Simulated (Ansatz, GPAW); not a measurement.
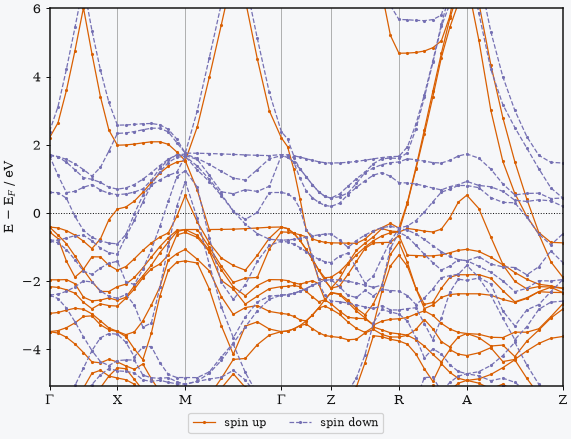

Band structure. Energies are counted from the Fermi level. The path runs straight from each named point to the next.

Which system does the plot belong to?
A. zincblende ZnSe, space group F-43m (No. 216), 2 atoms in the primitive cell (cubic a = 5.668 Å); PW91+SOC
B. FePt, space group P4/mmm, 2 atoms in the cell (a = 2.724 Å, c = 3.720 Å (tetragonal axes)); PBE
C. Cu, space group I4/mmm, 1 atom in the primitive cell (a = 2.886 Å, c = 2.752 Å (tetragonal axes)); PBEsol

Answer. B. A metal: bands cross the Fermi level along this path. At Γ the nearest levels lie 0.41 eV below and 0.60 eV above the Fermi level. A primitive tetragonal lattice: the path Γ–X–M–Γ–Z–R–A–Z runs through the special points of its Brillouin zone.

Level of theory: PBE, all-electron LAPW, collinear spin, ferromagnetic start, no spin-orbit coupling, 10×10×7 k mesh, Fermi-Dirac smearing of 0.05 eV; code Ansatz 0.2.0.

The run ends ferromagnetic, with 3.28 μB a cell. Spin-orbit coupling is left out, which matters for Pt. The magnetic state is the one that this start led to; another may lie lower. The cell is at 3 GPa in this functional. Bands are joined in order of energy, so crossings between the computed points show as kinks or gaps.
